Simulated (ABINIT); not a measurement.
# Run report: InAs, single-point calculation (part 2 of 2)

Continued. System: InAs (2 atoms in the cell). Method: Kohn-Sham DFT of a periodic cell, PBEsol, PseudoDojo NC SR PBEsol v0.4.1 standard, no spin polarisation (ABINIT 10.8.3); cutoff 1142.88 eV, 6×6×6 k-mesh, fermi-dirac of 0.05 eV. The structure derives from an entry of the Crystallography Open Database.

Geometry of the input (Å; fractional positions):
```
0.0000  3.0180  3.0180
3.0180  0.0000  3.0180
3.0180  3.0180  0.0000
In 0.0000  0.0000  0.0000
As 0.7500  0.7500  0.7500
```

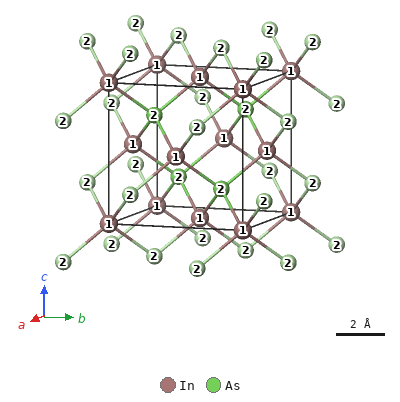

The input geometry (ball-and-stick view of the cell 4 times as large as that of the calculation, set on its symmetry axes, seen slightly off an axis; neighbours outside the cell are drawn fainter; atoms are numbered from 1 in the order of the input).

### Log, continued
```
 Mean square residual over all n,k,spin=   45.446E-09; max=  50.381E-07
   0.0000  0.0000  0.0000    1  1.72310E-13 kpt; spin; max resid(k); each band:
  5.34E-16 5.34E-16 5.31E-16 7.77E-17 7.09E-17 8.31E-17 8.43E-17 8.25E-17
  2.61E-17 2.37E-17 5.02E-15 1.72E-13 2.52E-15 6.82E-15 1.85E-14 1.93E-14
  1.69E-14 9.32E-14
   0.1667  0.0000  0.0000    1  5.61384E-13 kpt; spin; max resid(k); each band:
  4.46E-16 5.00E-16 5.01E-16 9.98E-17 1.00E-16 2.11E-16 8.36E-17 7.92E-17
  2.47E-17 2.97E-17 1.59E-14 2.74E-14 3.08E-14 7.05E-14 6.10E-14 5.61E-13
  3.78E-14 3.29E-14
   0.3333  0.0000  0.0000    1  2.81114E-13 kpt; spin; max resid(k); each band:
  3.48E-16 3.87E-16 3.82E-16 2.12E-16 2.12E-16 4.11E-16 7.90E-17 7.57E-17
  2.49E-17 3.03E-17 1.49E-14 2.21E-14 1.97E-14 2.95E-15 6.17E-14 7.90E-14
  1.63E-14 2.81E-13
   0.5000  0.0000  0.0000    1  6.12570E-13 kpt; spin; max resid(k); each band:
  3.00E-16 3.39E-16 3.39E-16 2.67E-16 2.67E-16 4.98E-16 7.36E-17 7.30E-17
  2.35E-17 2.50E-17 1.02E-14 9.12E-15 1.64E-14 1.01E-14 4.94E-14 1.21E-13
  1.69E-14 6.13E-13
   0.1667  0.1667  0.0000    1  7.42749E-13 kpt; spin; max resid(k); each band:
  4.23E-16 5.20E-16 5.20E-16 1.20E-16 7.17E-17 2.44E-16 8.47E-17 8.40E-17
  3.60E-17 2.40E-17 1.38E-14 1.71E-14 2.09E-14 1.91E-14 3.97E-14 3.21E-14
  1.44E-13 7.43E-13
   0.3333  0.1667  0.0000    1  1.79615E-12 kpt; spin; max resid(k); each band:
  4.56E-16 3.28E-16 4.29E-16 2.65E-16 1.51E-16 3.88E-16 8.82E-17 7.64E-17
  2.97E-17 2.25E-17 1.70E-14 1.62E-14 1.57E-14 4.12E-14 1.26E-13 2.56E-14
  2.12E-13 1.80E-12
   0.5000  0.1667  0.0000    1  1.75997E-13 kpt; spin; max resid(k); each band:
  4.09E-16 3.22E-16 3.33E-16 2.77E-16 2.66E-16 4.68E-16 9.31E-17 7.08E-17
  3.52E-17 1.95E-17 1.00E-14 9.46E-15 1.96E-14 1.12E-14 7.27E-15 1.16E-13
  5.41E-14 1.76E-13
  -0.3333  0.1667  0.0000    1  3.27874E-13 kpt; spin; max resid(k); each band:
  3.69E-16 3.28E-16 3.30E-16 2.59E-16 2.38E-16 4.52E-16 9.58E-17 7.11E-17
  2.80E-17 2.80E-17 1.77E-14 1.95E-14 1.86E-14 1.71E-14 2.50E-14 2.24E-13
  4.67E-14 3.28E-13
  -0.1667  0.1667  0.0000    1  4.11117E-13 kpt; spin; max resid(k); each band:
  4.42E-16 4.29E-16 3.67E-16 1.58E-16 1.78E-16 3.41E-16 7.85E-17 8.93E-17
  3.68E-17 2.33E-17 1.65E-14 3.49E-14 8.74E-15 1.68E-14 4.06E-14 4.11E-13
  2.58E-14 7.65E-14
   0.3333  0.3333  0.0000    1  5.03809E-06 kpt; spin; max resid(k); each band:
  4.76E-16 4.54E-16 1.27E-16 3.41E-16 6.79E-17 4.28E-16 7.23E-17 6.87E-17
  4.08E-17 1.46E-17 1.17E-14 1.67E-14 2.41E-14 1.98E-14 8.14E-14 2.63E-13
  5.04E-06 8.74E-14
   0.5000  0.3333  0.0000    1  7.59707E-10 kpt; spin; max resid(k); each band:
  4.62E-16 2.74E-16 3.04E-16 3.00E-16 2.35E-16 4.71E-16 8.59E-17 6.59E-17
  3.37E-17 1.10E-17 9.65E-15 1.27E-14 7.62E-15 3.86E-14 3.55E-14 9.66E-14
  1.27E-11 7.60E-10
  -0.3333  0.3333  0.0000    1  2.37845E-06 kpt; spin; max resid(k); each band:
  3.15E-16 2.82E-16 2.46E-16 2.89E-16 3.10E-16 4.79E-16 9.57E-17 6.48E-17
  4.31E-17 2.62E-17 4.99E-15 3.87E-15 7.94E-15 4.15E-14 3.80E-14 1.42E-13
  2.38E-06 2.40E-07
   0.5000  0.5000  0.0000    1  4.78674E-06 kpt; spin; max resid(k); each band:
  4.68E-16 2.52E-16 1.09E-16 2.90E-16 6.51E-17 4.55E-16 5.97E-17 6.05E-17
  5.57E-17 6.90E-18 3.08E-15 4.64E-15 1.55E-15 2.01E-14 4.47E-14 5.61E-14
  4.79E-06 1.78E-12
   0.5000  0.3333  0.1667    1  7.19736E-08 kpt; spin; max resid(k); each band:
  4.51E-16 2.87E-16 3.79E-16 2.91E-16 1.52E-16 4.49E-16 9.37E-17 6.96E-17
  3.23E-17 1.87E-17 1.66E-14 1.20E-14 6.98E-15 1.55E-14 1.78E-13 1.09E-13
  6.61E-14 7.20E-08
  -0.3333  0.3333  0.1667    1  5.72064E-07 kpt; spin; max resid(k); each band:
  4.86E-16 4.19E-16 1.31E-16 3.03E-16 2.31E-16 4.73E-16 1.04E-16 7.15E-17
  3.25E-17 1.69E-17 5.79E-15 4.77E-15 1.43E-14 1.08E-14 5.41E-13 3.95E-14
  3.53E-13 5.72E-07
  -0.3333  0.5000  0.1667    1  5.44296E-13 kpt; spin; max resid(k); each band:
  4.79E-16 4.38E-16 1.11E-16 3.03E-16 2.29E-16 4.79E-16 9.92E-17 5.62E-17
  3.95E-17 1.20E-17 8.44E-15 7.19E-15 9.37E-16 1.08E-14 7.78E-14 2.19E-13
  8.90E-14 5.44E-13
 reduced coordinates (array xred) for    2 atoms
       0.000000000000      0.000000000000      0.000000000000
       0.750000000000      0.750000000000      0.750000000000
 rms dE/dt=  4.2574E-28; max dE/dt=  5.3853E-28; dE/dt below (all hartree)
    1      -0.000000000000     -0.000000000000      0.000000000000
    2      -0.000000000000     -0.000000000000      0.000000000000

 cartesian coordinates (angstrom) at end:
    1      0.00000000000000     0.00000000000000     0.00000000000000
    2      4.52700000004158     4.52700000004158     4.52700000004158

 cartesian forces (hartree/bohr) at end:
    1     -0.00000000000000    -0.00000000000000     0.00000000000000
    2      0.00000000000000     0.00000000000000    -0.00000000000000
 frms,max,avg= 2.2601474E-29 3.5409704E-29   0.000E+00  0.000E+00  0.000E+00 h/b

 cartesian forces (eV/Angstrom) at end:
    1     -0.00000000000000    -0.00000000000000     0.00000000000000
    2      0.00000000000000     0.00000000000000    -0.00000000000000
 frms,max,avg= 1.1622145E-27 1.8208402E-27   0.000E+00  0.000E+00  0.000E+00 e/A
 length scales=  8.065533522905  8.065533522905  8.065533522905 bohr
              =  4.268096531200  4.268096531200  4.268096531200 angstroms
 Fermi (or HOMO) energy (eV) =   4.11879   Average Vxc (eV)=  -9.77415
 Eigenvalues (   eV  ) for nkpt=  16  k points:
 kpt#   1, nband= 18, wtk=  0.00463, kpt=  0.0000  0.0000  0.0000 (reduced coord)
 -30.97946  -30.97946  -30.97946  -30.97072  -30.97072  -10.32158  -10.32158  -10.32158
 -10.19320  -10.19320   -7.84610    3.81860    4.08291    4.08291    4.08291    7.95217
   7.95217    7.95217
 kpt#   2, nband= 18, wtk=  0.03704, kpt=  0.1667  0.0000  0.0000 (reduced coord)
 -30.97946  -30.97939  -30.97939  -30.97068  -30.97068  -10.35669  -10.31151  -10.31151
 -10.19324  -10.19324   -7.55988    1.53471    3.76354    3.76354    5.28209    8.34729
   8.40228    8.40228
 kpt#   3, nband= 18, wtk=  0.03704, kpt=  0.3333  0.0000  0.0000 (reduced coord)
 -30.97947  -30.97926  -30.97926  -30.97061  -30.97061  -10.42018  -10.29507  -10.29507
 -10.18940  -10.18940   -6.84698   -0.71390    3.27839    3.27839    5.12546    8.76173
   8.76173   10.16924
 kpt#   4, nband= 18, wtk=  0.01852, kpt=  0.5000  0.0000  0.0000 (reduced coord)
 -30.97947  -30.97920  -30.97920  -30.97058  -30.97058  -10.44937  -10.28921  -10.28921
 -10.18501  -10.18501   -6.35190   -1.75627    3.08046    3.08046    4.96726    8.71634
   8.71634   10.82568
 kpt#   5, nband= 18, wtk=  0.02778, kpt=  0.1667  0.1667  0.0000 (reduced coord)
 -30.97956  -30.97932  -30.97932  -30.97075  -30.97060  -10.37744  -10.30125  -10.30125
 -10.20163  -10.18750   -7.46587    1.48890    3.23507    3.23507    6.29209    6.89317
   9.21266    9.21266
 kpt#   6, nband= 18, wtk=  0.11111, kpt=  0.3333  0.1667  0.0000 (reduced coord)
 -30.97958  -30.97922  -30.97919  -30.97073  -30.97050  -10.42768  -10.28667  -10.28255
 -10.20571  -10.18273   -6.88807   -0.18921    2.49110    2.73310    6.42423    7.49878
   9.41817    9.89576
 kpt#   7, nband= 18, wtk=  0.11111, kpt=  0.5000  0.1667  0.0000 (reduced coord)
 -30.97948  -30.97922  -30.97913  -30.97064  -30.97049  -10.45859  -10.28213  -10.27506
 -10.19774  -10.18284   -6.24478   -1.54102    1.80451    2.65542    6.24138    8.26129
   9.65767   10.46485
 kpt#   8, nband= 18, wtk=  0.11111, kpt= -0.3333  0.1667  0.0000 (reduced coord)
 -30.97941  -30.97926  -30.97920  -30.97058  -30.97058  -10.44696  -10.28440  -10.28160
 -10.19263  -10.18942   -6.41959   -1.20737    1.64139    3.03731    6.32170    8.52625
   9.26889   10.27971
 kpt#   9, nband= 18, wtk=  0.05556, kpt= -0.1667  0.1667  0.0000 (reduced coord)
 -30.97947  -30.97933  -30.97928  -30.97068  -30.97060  -10.40051  -10.29990  -10.29426
 -10.19770  -10.18889   -7.12608    0.32413    2.32233    3.62281    6.24335    8.29050
   8.66775    9.21462
 kpt#  10, nband= 18, wtk=  0.02778, kpt=  0.3333  0.3333  0.0000 (reduced coord)
 -30.97976  -30.97905  -30.97905  -30.97081  -30.97036  -10.46955  -10.25926  -10.25926
 -10.22217  -10.17610   -6.50984   -0.69389    2.14332    2.14332    5.82229    6.60475
  11.46124   11.53638
 kpt#  11, nband= 18, wtk=  0.11111, kpt=  0.5000  0.3333  0.0000 (reduced coord)
 -30.97972  -30.97903  -30.97898  -30.97078  -30.97032  -10.48998  -10.25613  -10.24885
 -10.22066  -10.17593   -5.97699   -1.52158    1.25242    1.99692    6.00094    7.27483
  10.96662   11.75730
 kpt#  12, nband= 18, wtk=  0.05556, kpt= -0.3333  0.3333  0.0000 (reduced coord)
 -30.97948  -30.97919  -30.97906  -30.97066  -30.97044  -10.47607  -10.27083  -10.25790
 -10.20496  -10.18655   -5.92677   -1.56211    0.65943    2.37469    6.33565    9.12362
  10.75722   10.88169
 kpt#  13, nband= 18, wtk=  0.01389, kpt=  0.5000  0.5000  0.0000 (reduced coord)
 -30.97987  -30.97891  -30.97891  -30.97084  -30.97024  -10.50932  -10.23756  -10.23756
 -10.23342  -10.17039   -5.80333   -1.81990    1.72425    1.72425    5.51636    6.06644
  13.21337   13.34019
 kpt#  14, nband= 18, wtk=  0.11111, kpt=  0.5000  0.3333  0.1667 (reduced coord)
 -30.97956  -30.97919  -30.97906  -30.97071  -30.97044  -10.46266  -10.27591  -10.26350
 -10.20892  -10.18186   -6.30702   -1.06404    1.32343    2.31833    7.39272    7.48562
   8.92937   11.37653
 kpt#  15, nband= 18, wtk=  0.11111, kpt= -0.3333  0.3333  0.1667 (reduced coord)
 -30.97940  -30.97934  -30.97899  -30.97066  -30.97044  -10.47550  -10.27534  -10.25509
 -10.20454  -10.18583   -5.92627   -1.59300    0.92672    1.96225    7.41897    8.14014
   9.61041   11.20112
 kpt#  16, nband= 18, wtk=  0.05556, kpt= -0.3333  0.5000  0.1667 (reduced coord)
 -30.97963  -30.97915  -30.97891  -30.97074  -30.97034  -10.49210  -10.26133  -10.24462
 -10.21562  -10.17994   -5.76321   -1.71373    1.22286    1.27670    7.08577    7.48206
  10.47857   11.01402
 Total charge density [el/Bohr^3]
)     Maximum=    2.3994E+00  at reduced coord.    0.7500    0.7500    0.8333
)Next maximum=    2.3994E+00  at reduced coord.    0.6667    0.7500    0.8333
)     Minimum=    1.3126E-04  at reduced coord.    0.7500    0.7500    0.7500
)Next minimum=    4.9253E-04  at reduced coord.    0.0000    0.0000    0.0000
   Integrated=    2.8000E+01

--- !EnergyTerms
iteration_state     : {dtset: 1, }
comment             : Components of total free energy in Hartree
kinetic             :  1.17931083391018E+02
hartree             :  5.22101610192471E+01
xc                  : -4.33580536976957E+01
Ewald energy        : -9.28949151391358E+01
psp_core            :  4.07321564497968E+00
local_psp           : -1.43288814046386E+02
non_local_psp       : -6.69167135290665E+01
internal            : -1.72244036357039E+02
'-kT*entropy'       : -3.45079060362721E-05
total_energy        : -1.72244070864945E+02
total_energy_eV     : -4.68699994088615E+03
band_energy         : -1.53809682756427E+01
...

 Cartesian components of stress tensor (hartree/bohr^3)
  sigma(1 1)= -5.71064168E-05  sigma(3 2)=  0.00000000E+00
  sigma(2 2)= -5.71064168E-05  sigma(3 1)=  0.00000000E+00
  sigma(3 3)= -5.71064168E-05  sigma(2 1)=  0.00000000E+00

-Cartesian components of stress tensor (GPa)         [Pressure=  1.6801E+00 GPa]
- sigma(1 1)= -1.68012879E+00  sigma(3 2)=  0.00000000E+00
- sigma(2 2)= -1.68012879E+00  sigma(3 1)=  0.00000000E+00
- sigma(3 3)= -1.68012879E+00  sigma(2 1)=  0.00000000E+00

== END DATASET(S) ==============================================================
================================================================================

 -outvars: echo values of variables after computation  --------
            acell      8.0655335229E+00  8.0655335229E+00  8.0655335229E+00 Bohr
           etotal     -1.7224407086E+02
            fcart     -1.1803234660E-29 -1.1803234660E-29  3.5409703980E-29
                       1.1803234660E-29  1.1803234660E-29 -3.5409703980E-29
            rprim      0.0000000000E+00  7.0710678120E-01  7.0710678120E-01
                       7.0710678120E-01  0.0000000000E+00  7.0710678120E-01
                       7.0710678120E-01  7.0710678120E-01  0.0000000000E+00
           strten     -5.7106416771E-05 -5.7106416771E-05 -5.7106416771E-05
                       0.0000000000E+00  0.0000000000E+00  0.0000000000E+00
           xangst      0.0000000000E+00  0.0000000000E+00  0.0000000000E+00
                       4.5270000000E+00  4.5270000000E+00  4.5270000000E+00
             xred      0.0000000000E+00  0.0000000000E+00  0.0000000000E+00
                       7.5000000000E-01  7.5000000000E-01  7.5000000000E-01
 Calculation completed.
```

### Summary

| quantity | value |
| --- | --- |
| outcome | converged |
| space group (tolerance 0.01 Å) | F-43m (216) |
| electrons treated | 28 |
| free energy | −4686.9999 eV |
| Fermi energy | 4.119 eV |
| gap on the k-point mesh | none (metallic) |
| pressure | 1.68 GPa |
| largest force (length of the vector) | under 0.001 eV/Å |
| hardware | 4 threads of Arm Neoverse V1, 24 GiB of memory available, shared host |
| wall time | 19 s (CPU time 74 s) |
| peak memory | 0.36 GiB |
